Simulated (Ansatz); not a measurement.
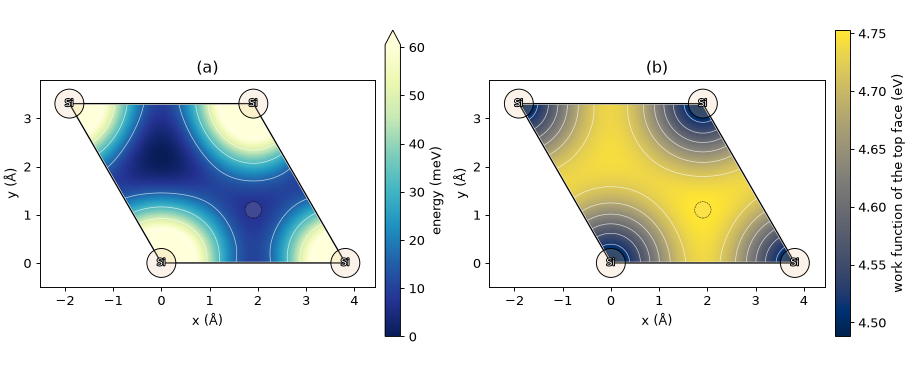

N₂ on a Si(001) slab cut from the P6_3/mmc phase, its upper half relaxed before the scan (32 atoms of substrate and one adsorbate in a 2 × 2 cell). N2 is moved over the surface cell at a fixed height above a rigid substrate; the origin of the map has the adsorbate above Si29; the height is held at 3.10 Å. Places are given modulo a cell vector. The map is drawn in real space over the plane of the surface. The scan uses a 6 × 6 grid; 10 points were computed and 26 follow by symmetry. Places are given in fractions of the 1 × 1 surface cell. Energies are in meV, from the lowest grid point. At a fixed height the lowest place need not be the adsorption site. All numbers below come from DFT PBE+D3(BJ), scalar-relativistic, plane waves, PAW (Ansatz 0.2.0). Settings: cutoff 420 eV, k-mesh 6×6×1, gaussian smearing 0.05 eV, no spin polarisation.

Panel (a) is the energy and panel (b) the computed work function of the top face on the same grid.

Drawn: a smooth colour map with a few white contour lines, labelled circles for the atoms of the top layer and small ones for the second layer, the outline of one cell of the plane, one colour for all values above the top of the scale. Between grid points the surface is interpolated.

Q: How does the work function of the top face vary over the map, and what is it at the lowest grid point?

A: It runs from 4.49 eV at the top site over a surface Si atom, (0/6, 0/6) of the cell vectors to 4.75 eV at a threefold hollow over a second-layer Si atom, (4/6, 2/6) of the cell vectors. At the lowest grid point, a threefold hollow, (2/6, 4/6) of the cell vectors, it is 4.74 eV.

```tsv
second ↓, first →	0/6	1/6	2/6	3/6	4/6	5/6
5/6	4.56	4.66	4.73	4.73	4.66	4.56
4/6	4.69	4.73	4.74	4.73	4.69	4.66
3/6	4.74	4.73	4.73	4.74	4.73	4.73
2/6	4.69	4.66	4.69	4.73	4.75	4.73
1/6	4.56	4.56	4.66	4.73	4.73	4.66
0/6	4.49	4.56	4.69	4.74	4.69	4.56
```

PAW datasets: the set soft_1.
